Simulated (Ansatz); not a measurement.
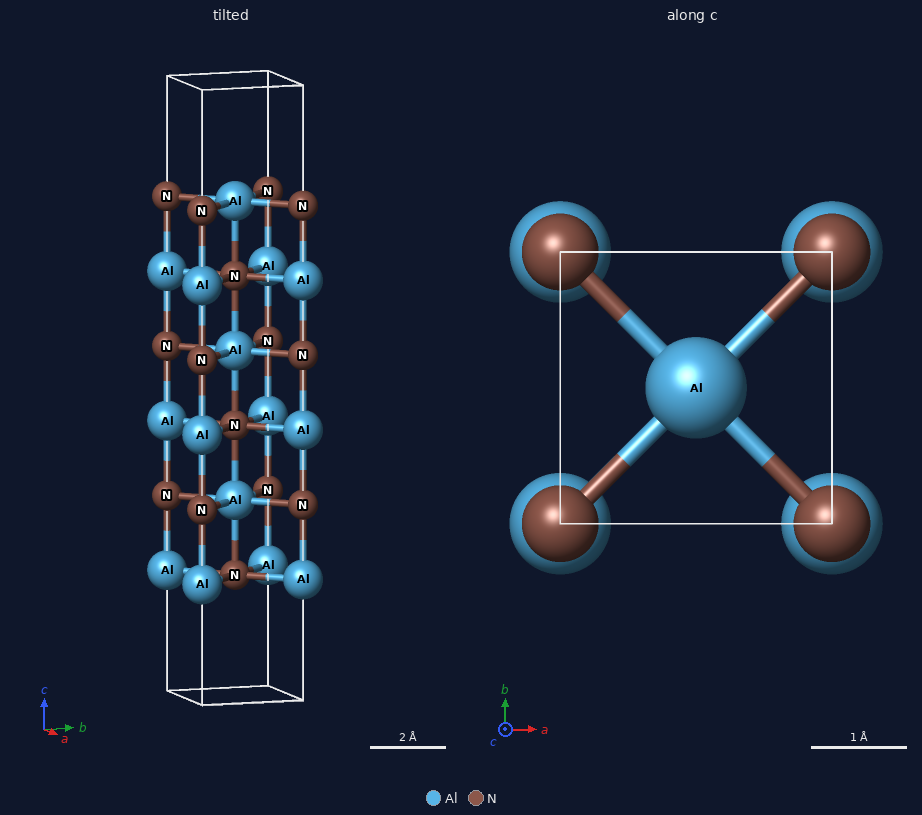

We look at a ball-and-stick model of the crystal slightly off an axis and along the c axis. The wireframe shows the simulation cell.

Describe the crystal.

The formula is AlN. Cell content 6 Al, 6 N; Z = 6. Al takes three kinds of site: two a cell with five N in a square pyramidal arrangement at about 2.0 Å; two a cell with six N in an octahedral arrangement at about 2.0 Å; two a cell with six N in an octahedral arrangement at about 2.0 Å. N takes three kinds of site: two a cell with five Al in a square pyramidal arrangement at about 2.0 Å; two a cell with six Al in an octahedral arrangement at about 2.0 Å; two a cell with six Al in an octahedral arrangement at about 2.0 Å. The bonds build AlN layers parallel to (001).

The structure comes from a structure listed in the Materials Project. The cell was then strained or its atoms displaced on purpose. A calculation with Ansatz used it as input.

At this level of theory the cell isn't at rest (stretched, at -4 GPa and forces up to 0.9 eV/Å), so its distances can differ from those at equilibrium, the more so the softer the solid.
